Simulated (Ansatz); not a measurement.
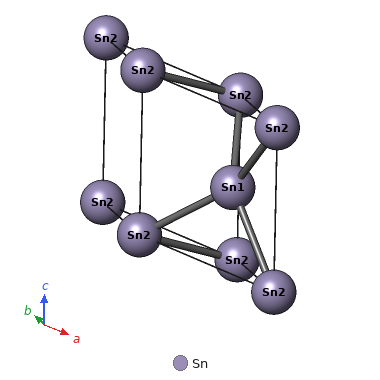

The system is Sn (I4_1/amd, No. 141; 2 atoms in the cell); the picture shows the reference structure. 
- The cell is strained homogeneously, by one strain along x and y and another along z, with fractional coordinates fixed (x along [1 0 0], z along [0 0 1] of the conventional cell).
- The first coordinate is: strain along x and y; the second: strain along z.
- The grid has 5 × 5 points.
- Points are written as (first, second).
- Energies: meV/atom, counted from the lowest grid point.
- The reference cell is the one listed in the database, not relaxed at this level.
- Computed with DFT PBE, scalar-relativistic, plane waves, PAW in Ansatz 0.2.0. Settings: cutoff 420 eV, k-mesh 16×16×16, gaussian smearing 0.15 eV, no spin polarisation.

Its coordinates:

```yaml
crystal:
  lattice:
    - [-2.94014, 2.94014, 1.59930]
    - [2.94014, -2.94014, 1.59930]
    - [2.94014, 2.94014, -1.59930]
  atoms:
    - { symbol: Sn, position: [0.75000, 0.25000, 0.50000] }
    - { symbol: Sn, position: [0.00000, 0.00000, 0.00000] }
```

Range: strain along x and y from −5.0 to 5.0 %; strain along z from −5.0 to 5.0 %.

What landscape does the calculation give?

The lowest grid point is at (2.5 %, 0.0 %). The bottom of the well lies between grid points, at about (1.2 %, 0.4 %), about 3.4 meV/atom lower on the interpolated surface. It is the only kind of minimum in the scanned range. The highest grid point, (−5.0 %, −5.0 %), lies 161 meV/atom above the lowest. Round the minimum the valley is somewhat tilted: raising strain along x and y shifts the best value of strain along z downwards (coupling k₁₂/√(k₁₁k₂₂) about 0.3).

```tsv
strain along z ↓, strain along x and y →	−5.0	−2.5	0.0	2.5	5.0
5.0	69	22	8	19	50
2.5	78	22	0	6	33
0.0	94	29	0	0	22
−2.5	121	46	10	4	21
−5.0	161	78	34	22	33
```

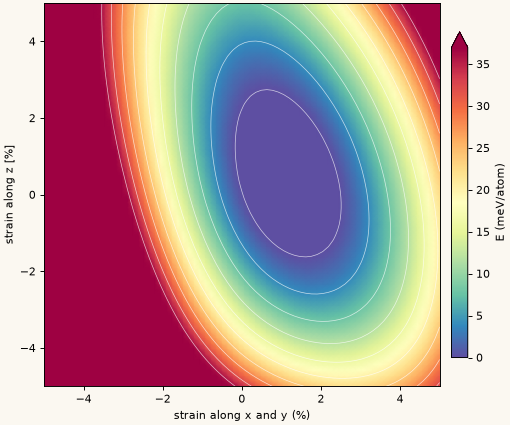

Drawn: a smooth colour map with a few white contour lines, one colour for all values above the top of the scale. Between grid points the surface is interpolated.
